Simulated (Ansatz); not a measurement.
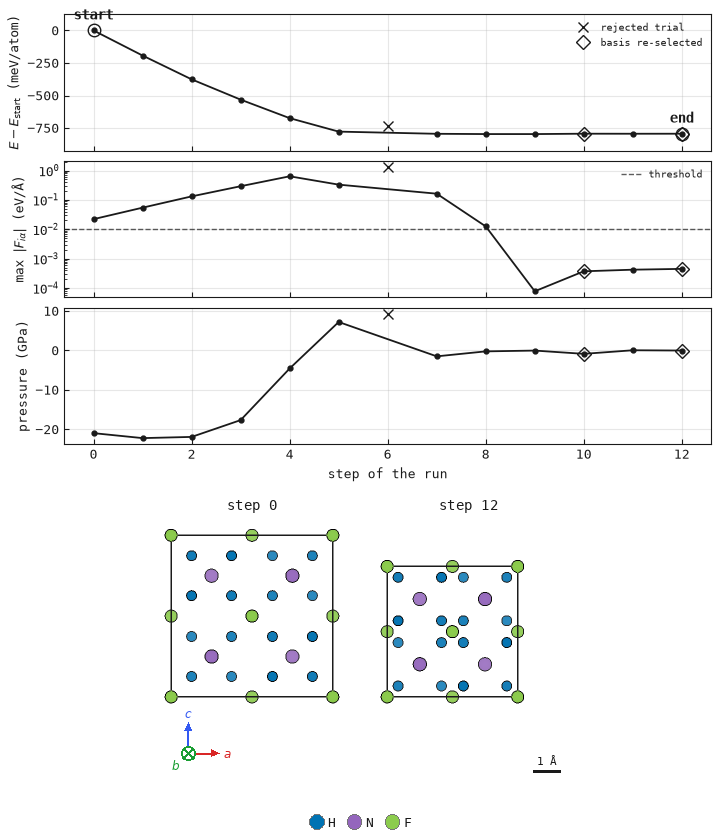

First and last geometry of a relaxation of solid H4NF (built on the Be4AlNi-216 type type), with the history of the run. The picture is a ball-and-stick view of the conventional cell (4 times the calculation's cell), seen along the b axis. Lengths and directions refer to the drawn axes.

Computed with DFT, PBEsol, plane waves, PAW in Ansatz. Set-up: plane-wave cutoff 420 eV; k-point mesh 6 × 6 × 6; occupations fermi dirac; smearing width 0.03 eV; no spin polarisation; cell and atoms relaxed; force threshold 0.01 eV/Å; at most 120 steps.

What do the curves and the structures tell?

Answer. It converged. After 9 accepted moves (12 points after the start) the energy has fallen by 794 meV per atom. The largest force component goes from 0.022 to 0.00045 eV/Å. Pressure: −20.96 GPa at the start and −0.02 GPa at the end. The line search rejected the trial step at point 6 of the run. At 2 points the geometry stayed and the basis and grid were re-selected for the new cell (energy shift of 2.9 meV per atom at most each time). The largest moves relative to the cell, 0.37 Å, are those of H atoms. F and N stay in place. Cell: a = b = c 6.216 → 5.019 Å (−19.3 %). Volume −47.4 %. The space group stays F-43m (No. 216). The run took 6.1 s on 2 threads of AMD EPYC 7R13 Processor (Zen 3), with other jobs on the host, peak memory 0.35 GiB.
